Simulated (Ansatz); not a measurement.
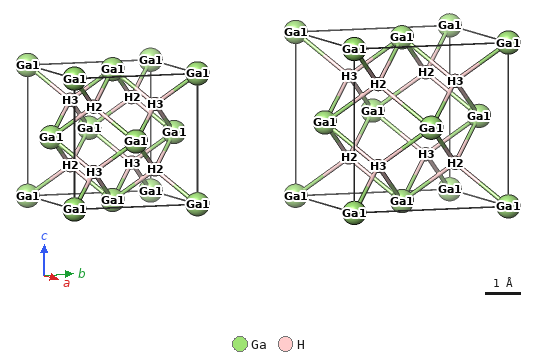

Two geometries of a crystal of GaH₂ (a generated structure, set up in Fm-3m) (coarse preliminary run), drawn at one scale. One is the start of a relaxation, the other its converged end. Style: ball-and-stick. Shown: the conventional cell (4 times the calculation's cell), slightly off an axis. Lengths and directions refer to the drawn axes.

The calculation used Ansatz, DFT PBE, scalar-relativistic, plane waves, PAW. (plane-wave cutoff 420 eV; k-point mesh 8 × 8 × 8; occupations gaussian; smearing width 0.1 eV; no spin polarisation; cell and atoms relaxed; force threshold 0.05 eV/Å; at most 60 steps)

Which one is relaxed?

Answer. The right one is the relaxed one. Case: V → Ga on all its sites, cell and atoms relaxed. After 8 accepted moves (10 points after the start) the energy has fallen by 3.776 eV per cell of the calculation. All forces vanish by symmetry, so only the cell relaxes. The pressure goes from 154.44 to −0.07 GPa. The SCF was repeated twice at an unchanged geometry on a basis and grid sized afresh for the cell, which shifted the energy by 0.212 eV per cell of the calculation at most. No atom moves by more than 0.005 Å relative to the cell. The volume changes by +96.5 %, with a = b = c 3.846 → 4.817 Å (+25.2 %). Some distances before and after: Ga1–H2 1.665 → 2.086 Å. The space group stays Fm-3m (No. 225). The run took about 7 core-seconds on a shared host.
